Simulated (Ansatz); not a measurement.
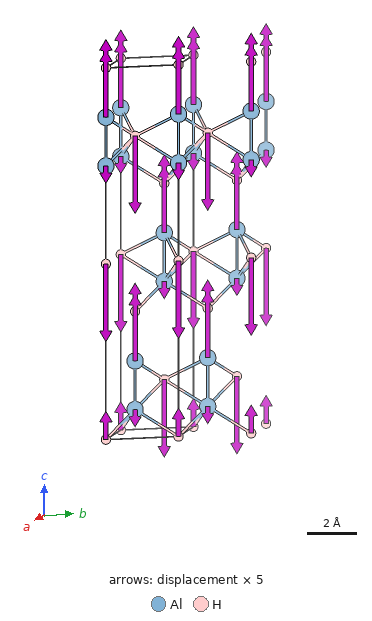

This is a relaxation of crystalline AlH (a generated structure, set up in R3m) (coarse preliminary run). The starting structure is drawn; purple arrows show the displacements (the part carried along by the change of the cell is left out), 5 times their true length.

The picture is a ball-and-stick view of the conventional cell (3 times the calculation's cell), repeated 1 × 2 × 1 with one cell outlined, seen slightly off an axis. Lengths and directions refer to the drawn axes.

These are results of DFT PBE, scalar-relativistic, plane waves, PAW (Ansatz), not measurements. Settings: plane-wave cutoff 420 eV; k-point mesh 6 × 6 × 6; occupations gaussian; smearing width 0.1 eV; no spin polarisation; cell and atoms relaxed; force threshold 0.04 eV/Å; at most 70 steps.

> Describe the change and its energy.

The largest move relative to the cell is that of an H atom, 0.65 Å along −c. Largest moves by element: H 0.65 Å, Al 0.55 Å. Cell: a = b 3.134 → 3.098 Å (−1.2 %), c 15.309 → 15.885 Å (+3.8 %). Volume +1.3 %. Near-neighbour distances that change, for instance: Al–Al 2.001 → 2.780 Å, Al–H 2.037 → 2.813 Å, Al–H 2.037 → 1.799 Å, Al–H 2.100 → 1.889 Å. Bonds break: Al–Al (2.00 → 2.78 Å). The space group stays R3m (No. 160). Over 6 accepted moves (7 points after the start) the energy falls by 616 meV per atom. The largest force component goes from 8.6 to 0.0087 eV/Å. Pressure: 16.38 GPa at the start and −0.03 GPa at the end. At 1 point the geometry stayed and the basis and grid were re-selected for the new cell (energy shift of 0.2 meV per atom at most each time).
